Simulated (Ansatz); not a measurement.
A periodic structure is given below.

```
Ni O
1.0
     4.99660    0.00000    0.00000
    -1.70541    5.52838    0.00000
    -0.80304   -1.73952    6.17235
Ni O
9 10
Direct
  0.19684 0.89076 0.38745
  0.19959 0.40362 0.38729
  0.60283 0.69460 0.19292
  0.61846 0.20767 0.19739
  0.00000 0.00000 0.00000
  0.38154 0.79233 0.80261
  0.80041 0.59638 0.61271
  0.39717 0.30540 0.80708
  0.80316 0.10924 0.61255
  0.49015 0.24425 0.50767
  0.50985 0.75575 0.49233
  0.90449 0.05277 0.29593
  0.89695 0.55609 0.32337
  0.32414 0.87480 0.11024
  0.32659 0.34061 0.10676
  0.67341 0.65939 0.89324
  0.67586 0.12520 0.88976
  0.09551 0.94723 0.70407
  0.10305 0.44391 0.67663
```

What would you see if this were drawn?

Answer. The compound is Ni$_{9}$O$_{10}$. The atoms follow space group P-1 (No. 2); the Bravais lattice is primitive triclinic. Cell content 9 Ni, 10 O; Z = 1. Ni bonds to six O in a distorted octahedral arrangement at 1.93 to 2.17 Å. Coordination numbers (contacts within bonding distance): O 5 to 6 (mean 5.4). The bonds build a three-dimensional framework.

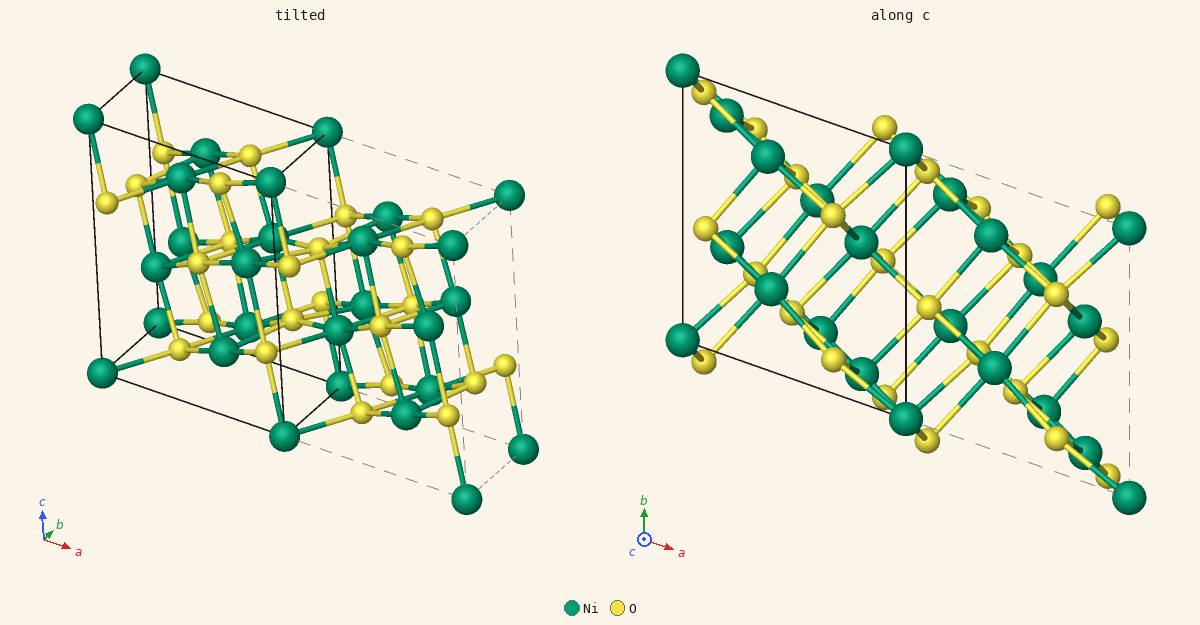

Structure drawing (ball-and-stick), viewed slightly off an axis and along the c axis. The solid frame is a single conventional unit cell within a 2×1×1 block. Colours: nickel teal, oxygen yellow.

Origin of the cell: a structure listed in the Materials Project. The geometry comes from a coarse first relaxation with DFT PBEsol, scalar-relativistic, plane waves, PAW in Ansatz.
